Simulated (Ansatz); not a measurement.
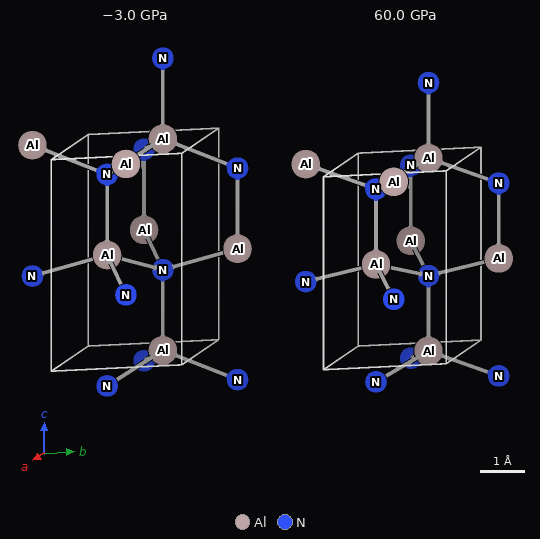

A crystal of AlN (set up in P6_3mc), relaxed (cell and atoms) at several target pressures. The picture shows the first and the last member. The picture is a ball-and-stick view of the cell of the calculation, seen slightly off an axis.

Computed with Ansatz 0.2.0: DFT r2SCAN, scalar-relativistic, plane waves, PAW. Set-up: plane-wave cutoff 500 eV; k-point mesh 12 × 12 × 6; occupations gaussian; smearing width 0.02 eV; no spin polarisation; cell and atoms relaxed; force threshold 0.008 eV/Å.

```tsv
pressure (GPa)	volume (Å³/atom)	a (Å)	c (Å)	band gap (eV)
−3.0	10.556	3.121	5.006	4.75
0.0	10.403	3.107	4.979	4.88
3.0	?	?	?	?
8.0	10.040	3.073	4.912	5.19
15.0	9.765	3.047	4.859	5.44
30.0	9.272	3.000	4.757	5.75
60.0	8.526	2.937	4.565	5.73
```

**One row is withheld. What does the calculation give there?**

Murnaghan's form V = V₀(1 + B′P/B₀)^(−1/B′), with V₀ = 10.403 Å³ from the row at zero pressure, fits the other rows with B₀ = 213 GPa and B′ = 3.30 (largest miss 0.005 Å³). At 3.0 GPa it gives 10.403 × (1 + 3.30 × 3.0/213)^(−1/3.30) = 10.261 Å³ per atom. The calculation gives 10.258 Å³/atom (a = 3.093 Å, c = 4.952 Å). The estimate is 0.003 Å³/atom too high. For the gap a parabola through the rows −3.0, 0.0, 8.0 gives 5.00 eV, and the calculation 5.00 eV (semilocal gaps, lower than measured ones as a rule). From the first member to the last: Al–N 1.897 → 1.767 Å, Al–N 1.909 → 1.786 Å.

The whole series:

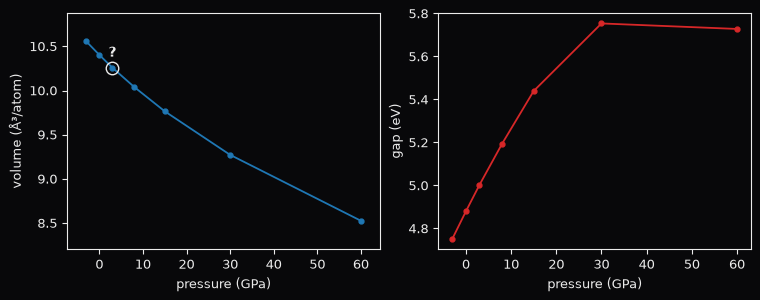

Each member starts from this one structure; whether another phase lies lower wasn't checked.
